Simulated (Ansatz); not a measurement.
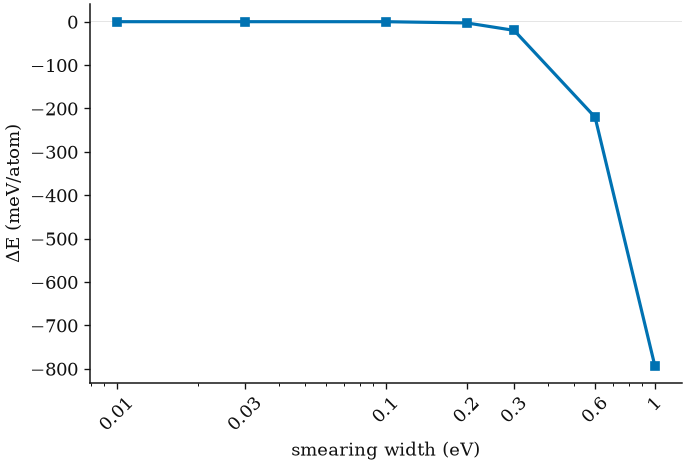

One cell, run at 7 values of the smearing width.
- system: I (Cmce, 4 atoms in the cell)
- method: DFT, r2SCAN, plane waves (500 eV) with PAW, scalar-relativistic in Ansatz 0.2.0; 8×8×4 k-mesh, Fermi–Dirac smearing
ΔE is the free energy less its value at the smallest setting, 0.01 eV.
Dashed lines or grey bands mark the tolerance: 1 meV/atom.

Question: From which setting is the free energy converged to 1 meV/atom?

Answer: The free energy is within 1 meV/atom of the smallest setting's value from 0.1 eV down. It is off by −790 meV/atom at 1 eV, −20 meV/atom at 0.3 eV and −2.9 meV/atom at 0.2 eV. The free energy falls with the width because it holds the −TS term of the fractional occupations.
